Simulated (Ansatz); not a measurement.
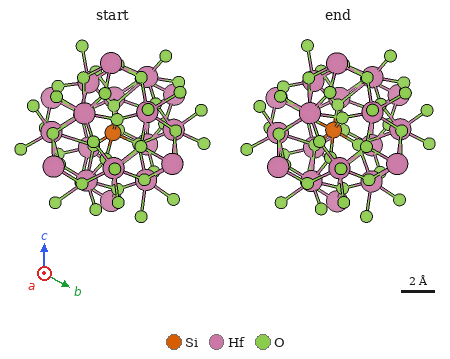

The structure of a defect cell of composition Hf15SiO32 (cell charge +1) before (left) and after (right) a relaxation, at one scale.

Style: ball-and-stick. Shown: the atoms within 5.8 Å of the atom that moves most (axes of the cell of the calculation (origin shifted)), along the a axis.

Case: Si on a Hf site (a), charge +1, atoms relaxed at the host's cell.

All numbers below come from DFT PBE, scalar-relativistic, plane waves, PAW (Ansatz 0.2.0). Set-up: plane-wave cutoff 420 eV; k-point mesh 2 × 2 × 2; occupations gaussian; smearing width 0.01 eV; mesh shifted by (0.5, 0.5, 0.5); collinear spin; atoms relaxed in a fixed cell; force threshold 0.025 eV/Å; at most 45 steps.

Q: Describe what moved and what it gained.

A: The run was cut off at its time limit before the relaxation converged, so the last structure is only a point on the way. The largest moves, 0.32 Å, are those of Si and O atoms. By element the largest moves are Si 0.32 Å, O 0.32 Å, Hf 0.10 Å. The cell doesn't change. Among the contacts that change: O–Si 2.374 → 1.889 Å, Hf–O 2.300 → 2.704 Å, Hf–O 2.928 → 2.610 Å, Hf–O 2.225 → 2.370 Å. New bonds form, among them: O–Si (2.37 → 1.89 Å). Bond angles that change, for instance: Si–O–Hf 124.8° → 139.4°, O–Si–O 87.5° → 74.8°, Hf–O–Hf 100.6° → 90.5°. Over 17 accepted moves (20 points after the start) the energy falls by 0.175 eV per cell of the calculation. Largest force component: 0.42 eV/Å at the start, 0.038 eV/Å at the end. The line search rejected the trial steps at points 5, 7, 17 of the run. The forces were under the threshold at step 8, but the run went on from there.

Limits of the set-up: the cell is charged, on a uniform background, and energies carry no finite-size correction.
